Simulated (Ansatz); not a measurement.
## Geometry relaxation, with input and output: PtS$_{2}$ (part 2 of 2)

Continued. System: PtS$_{2}$ (R-3m, 3 atoms in the cell). Method: DFT, PBE-D3(BJ), plane waves, PAW, no spin polarisation (Ansatz 0.2.0); cutoff 420 eV, 8×8×8 k-mesh, Fermi–Dirac smearing of 0.02 eV. The structure was built on a prototype by a generator.

Geometry of the input (Å; fractional positions):
```
1.8104  1.0452  5.8600
-1.8104  1.0452  5.8600
0.0000  -2.0904  5.8600
Pt 0.0000  0.0000  0.0000
S  0.2496  0.2496  0.2496
S  0.7504  0.7504  0.7504
```

## What the program printed, continued
```
relax step   6: F+E_penalty+E_count = -14329.37233793 eV  Δ(F+E_penalty+E_count) = -2.896e-5 eV  max|allowed force component| = 6.315e-4 eV/Å  Δτ_max = 0.0010 Å  P = +0.000 GPa  Ω = 58.042 Å³  energy of the carried Pulay correction = +1.225e-3 eV  (5 SCF iters, dr2 threshold 3.41e-8 eV, accepted)
Basis set: ecut = 420 eV, 1145 PW (Γ), FFT grids on a1−a3, a2−a3, a3, exchange–correlation on 48×48×80 points (8 copies of the dense FFT grid, shifted against one another)
Initial wavefunctions: pseudopotential atomic-orbital guess (no wavefunctions were taken with the density)
iter 1 solved again at ethr=1.58e-7 eV; its pass at ethr=3.10e-3 eV (dr2=4.73e-5 eV) is discarded
SCF iter   1: F=—  HF=-14329.370955 eV  |F-HF|=—  |Δ(HF+E_count)|=         —  Δρ=2.46e-4  dr2=5.20e-6  ethr=1.58e-7  ⟨swp⟩=3.4  Hψ=9946  notcnv=0
SCF iter   2: F=—  HF=-14329.370943 eV  |F-HF|=—  |Δ(HF+E_count)|=   1.26e-5  Δρ=1.15e-4  dr2=1.07e-6  ethr=1.73e-8  ⟨swp⟩=3.0  Hψ=2144  notcnv=0
SCF iter   3: F=—  HF=-14329.370945 eV  |F-HF|=—  |Δ(HF+E_count)|=   2.20e-6  Δρ=3.99e-5  dr2=1.62e-6  ethr=3.55e-9  ⟨swp⟩=2.0  Hψ=2205  notcnv=0
SCF iter   4: F=—  HF=-14329.370945 eV  |F-HF|=—  |Δ(HF+E_count)|=   2.86e-7  Δρ=1.28e-5  dr2=3.69e-8  ethr=3.55e-9  ⟨swp⟩=2.1  Hψ=1765  notcnv=0
SCF iter   5: F=—  HF=-14329.370945 eV  |F-HF|=—  |Δ(HF+E_count)|=   1.81e-8  Δρ=3.14e-6  dr2=1.33e-9  ethr=1.23e-10  ⟨swp⟩=2.1  Hψ=1724  notcnv=0
SCF iter   6: F=—  HF=-14329.370945 eV  |F-HF|=—  |Δ(HF+E_count)|=   1.82e-9  Δρ=7.01e-7  dr2=7.28e-11  ethr=4.43e-12  ⟨swp⟩=2.0  Hψ=1824  notcnv=0
SCF iter   7: F=-14329.370945 eV  HF=-14329.370945 eV  |F-HF|=3.64e-12  |Δ(HF+E_count)|=  1.18e-10  Δρ=7.96e-8  dr2=1.32e-12  ethr=1.00e-12  ⟨swp⟩=6.0  Hψ=5581  notcnv=0
SCF 7 converged in 7 iterations: F = -14329.370945 eV  dr2 = 1.32e-12
relax step   7: F+E_penalty+E_count = -14329.37094458 eV  Δ(F+E_penalty+E_count) = +1.393e-3 eV  max|allowed force component| = 6.960e-4 eV/Å  Δτ_max = 0.0000 Å  P = +0.007 GPa  Ω = 58.042 Å³  stress off target by 9.59e-3 GPa  SCF on the basis re-selected at this cell (its energy is not comparable with the rows above)  (7 SCF iters)
```

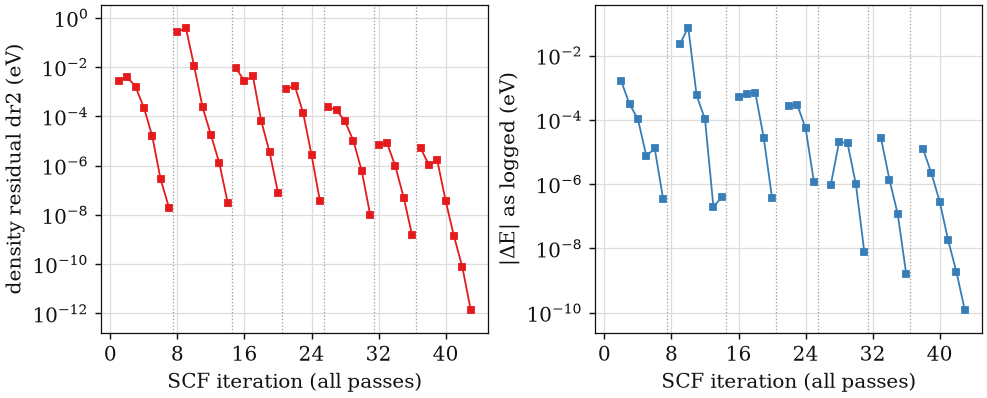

Convergence of the self-consistent field: density residual dr2 and size of the energy change against the SCF iteration. The dotted lines part the SCF passes of the relaxation: geometry steps, rejected trials and re-solves on a re-selected basis. The 7 passes take 5 to 7 iterations each, 43 in all.

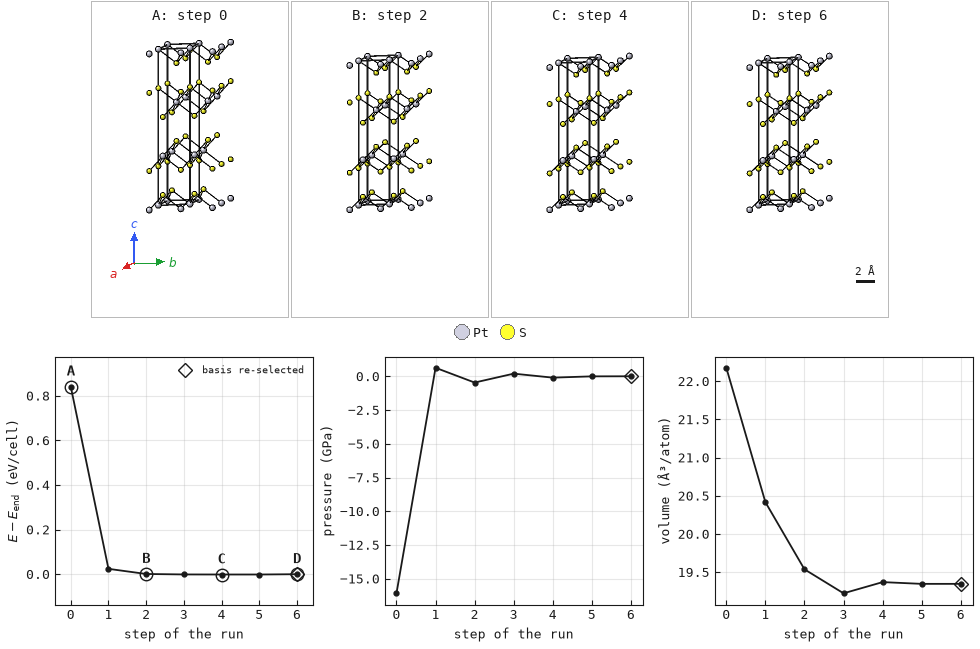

Frames of the relaxation (ball-and-stick view of the cell 3 times as large as that of the calculation, set on its symmetry axes, repeated 2 × 2 × 1, seen slightly off an axis) above the curves, on which the letters mark them (the first geometry is step 0 here and step 1 in the log).

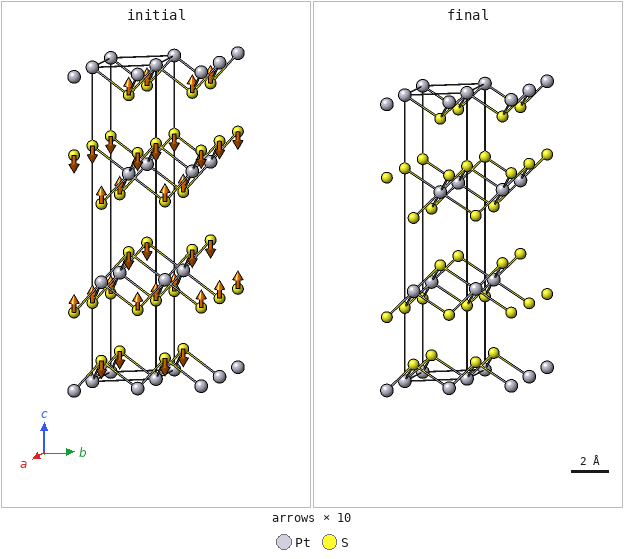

Before (left) and after (right) the relaxation, at one scale (ball-and-stick view of the cell 3 times as large as that of the calculation, set on its symmetry axes, repeated 2 × 2 × 1, seen slightly off an axis). The orange arrows give the displacements (without the part carried along by the change of the cell), magnified 10 times. Over 5 geometry steps the energy falls by 0.843 eV per cell of the calculation. The largest force component goes from 2.5 to 0.0007 eV/Å. The pressure goes from −16.08 to 0.01 GPa. The largest moves relative to the cell, 0.10 Å, are those of S2 and S3. Pt stays in place. The drawn cell changes as follows: a = b 3.621 → 3.543 Å (−2.1 %), c 17.580 → 16.014 Å (−8.9 %); the volume changes by −12.8 %. Among the contacts that change: Pt1–S2 2.556 → 2.390 Å. Among the angles that change: S2–Pt1–S2 90.2° → 95.7°, Pt1–S3–Pt1 90.2° → 95.7°, S2–Pt1–S3 89.8° → 84.3°. The space group stays R-3m (No. 166). A last SCF at the same geometry on a re-selected plane-wave basis shifts the energy by +1.4 meV per cell of the calculation. (Atoms are counted from 1 in the order of the input.)

```
basis re-selected at this cell: Δ(F+E_penalty+E_count) = +1.393e-3 eV, ΔP = +0.006 GPa vs the last step (what re-selecting the basis moved, of the pressure what is left beyond the Pulay correction that the steps carried, after the strain that the cell walked since its last selection, with what the two solves' SCF thresholds leave and, on support functions, any second-order correction that the steps lacked; it is no measure of the basis error at this ecutwfc). The dense FFT grid was sized anew with the basis: this SCF ran on 24×24×40 points, the steps before it on 25×25×45, so part of this shift can come from that change (see relax.cell in the input reference). This SCF's stress stands 9.59e-3 GPa from its target on what of the cell is left free (relax.cell.stress_tol is 5.00e-2 GPa) and its largest allowed force component is 6.96e-4 eV/Å (relax.f_tol is 5.00e-3 eV/Å): within both
SCF converged after 7 iterations
Free energy (F): -14329.370945 eV
Harris-Foulkes:  -14329.370945 eV  (|F-HF|=3.64e-12)
Internal energy: -14329.370945 eV  (E = F + TS)
E sigma→0 (E₀):  -14329.370945 eV
Fermi energy:    10.195797 eV
--- Per-component energies (eV) ---
  E_band       = -341.976190
  E_kinetic    = 850.521691
  E_local      = -3280.141237  (includes V_loc(G=0)·N_el)
  E_nonlocal   = 255.267619
  E_hartree    = 1303.961849
  E_xc         = -456.070691
  E_vxc        = -477.847006  (∫ρ·V_xc dr)
  E_paw        = -10653.899073  (= ΣΔE_a)
  E_vpaw       = -297.701155  (= ΣTr[D̂ρ^β])
  E_aug_tail   = 0.000196  (compensation charges beyond the density's cutoff)
  E_ewald      = -2347.818650
  E_disp       = -1.192650  (pairwise vdW)
  E_smearing   = -0.000000  (= −TS)
  E_closure    = -0.000000  (closes the sum)
  Σ components = -14329.370945   (vs F -14329.370945, Δ=0.00e0)
--- Forces (eV/Å), atoms counted from 1 ---
  atom   1  Pt    -0.00000000     0.00000000    -0.00000000
  atom   2  S     -0.00000000    -0.00000000    -0.00069604
  atom   3  S      0.00000000    -0.00000000     0.00069604
  max |Σ_I F_I| component: 8.67e-18 eV/Å
--- Stress (GPa, compression-positive) ---
        0.009589      -0.000000      -0.000000
       -0.000000       0.009589       0.000000
       -0.000000       0.000000       0.001239
  P = ⅓ Tr σ = 0.0068 GPa (0.068 kbar)
--- Relaxed structure (6 steps of the walk, 6 accepted, 1 SCFs on fresh bases) ---
  F+E_penalty+E_count = -14329.37094458 eV   max|allowed force component| = 6.960e-4 eV/Å   (the final SCF, on the basis selected at the relaxed cell)
  cell:  # Å, volume = 58.0418 Å³
    - [1.7716836770794482, 1.022882047880685, 5.337995240504754]
    - [-1.7716836770794482, 1.022882047880685, 5.337995240504754]
    - [-4.7901949803256685e-17, -2.04576409576137, 5.337995240504754]
  atoms:
    - { symbol: Pt, position: [-3.289209665325621e-20, -3.2892096653260096e-20, -3.289209665325864e-20] }
    - { symbol: S, position: [0.25617273646132716, 0.25617273646132716, 0.25617273646132716] }
    - { symbol: S, position: [0.7438272635386728, 0.7438272635386728, 0.7438272635386728] }
```

## Trajectory as extended XYZ (Å, eV, eV/Å), 7 frames, from step=1 to step=7
```
3
Lattice="1.8104 1.0452 5.8600 -1.8104 1.0452 5.8600 0.0000 -2.0904 5.8600" Properties=species:S:1:pos:R:3:forces:R:3 step=1 energy=-14328.52948 pressure_GPa=-16.08
Pt    0.0000    0.0000    0.0000    0.0000   0.0000   0.0000
S     0.0000    0.0000    4.3887    0.0000   0.0000   2.5341
S     0.0000    0.0000   13.1912    0.0000   0.0000  -2.5341
3
Lattice="1.7692 1.0214 5.6490 -1.7692 1.0214 5.6490 0.0000 -2.0429 5.6490" Properties=species:S:1:pos:R:3:forces:R:3 step=2 energy=-14329.34691 pressure_GPa=0.64
Pt    0.0000    0.0000    0.0000    0.0000   0.0000   0.0000
S     0.0000    0.0000    4.4233    0.0000   0.0000  -0.2621
S     0.0000    0.0000   12.5237    0.0000   0.0000   0.2621
3
Lattice="1.7673 1.0204 5.4170 -1.7673 1.0204 5.4170 0.0000 -2.0408 5.4170" Properties=species:S:1:pos:R:3:forces:R:3 step=3 energy=-14329.36995 pressure_GPa=-0.46
Pt    0.0000    0.0000    0.0000    0.0000   0.0000   0.0000
S     0.0000    0.0000    4.1676    0.0000   0.0000   0.0896
S     0.0000    0.0000   12.0836    0.0000   0.0000  -0.0896
3
Lattice="1.7694 1.0216 5.3174 -1.7694 1.0216 5.3174 0.0000 -2.0432 5.3174" Properties=species:S:1:pos:R:3:forces:R:3 step=4 energy=-14329.37205 pressure_GPa=0.20
Pt    0.0000    0.0000    0.0000    0.0000   0.0000   0.0000
S     0.0000    0.0000    4.0785    0.0000   0.0000   0.0210
S     0.0000    0.0000   11.8737    0.0000   0.0000  -0.0210
3
Lattice="1.7724 1.0233 5.3401 -1.7724 1.0233 5.3401 0.0000 -2.0466 5.3401" Properties=species:S:1:pos:R:3:forces:R:3 step=5 energy=-14329.37231 pressure_GPa=-0.09
Pt    0.0000    0.0000    0.0000    0.0000   0.0000   0.0000
S     0.0000    0.0000    4.1048    0.0000   0.0000   0.0030
S     0.0000    0.0000   11.9154    0.0000   0.0000  -0.0030
3
Lattice="1.7717 1.0229 5.3380 -1.7717 1.0229 5.3380 0.0000 -2.0458 5.3380" Properties=species:S:1:pos:R:3:forces:R:3 step=6 energy=-14329.37234 pressure_GPa=0.00
Pt    0.0000    0.0000    0.0000    0.0000   0.0000   0.0000
S     0.0000    0.0000    4.1023    0.0000   0.0000  -0.0006
S     0.0000    0.0000   11.9116    0.0000   0.0000   0.0006
3
Lattice="1.7717 1.0229 5.3380 -1.7717 1.0229 5.3380 0.0000 -2.0458 5.3380" Properties=species:S:1:pos:R:3:forces:R:3 step=7 energy=-14329.37095 pressure_GPa=0.01
Pt    0.0000    0.0000    0.0000    0.0000   0.0000   0.0000
S     0.0000    0.0000    4.1023    0.0000   0.0000  -0.0007
S     0.0000    0.0000   11.9116    0.0000   0.0000   0.0007
```

## Results in brief

| quantity | value |
| --- | --- |
| outcome | converged |
| space group (tolerance 0.01 Å) | R-3m (166) |
| electrons treated | 30 |
| free energy | −14329.3709 eV |
| Fermi energy | 10.196 eV |
| pressure | 0.01 GPa |
| final volume | 58.04 Å³ |
| largest force (length of the vector) at the end | 0.001 eV/Å |
| final cell | a = 5.717 Å, b = 5.717 Å, c = 5.717 Å, α = 36.11°, β = 36.11°, γ = 36.11° |
| wall time | 15 s (CPU time 28 s) |
| peak memory | 0.38 GiB |

## Remarks

Spin–orbit coupling is left out, which matters for Pt.
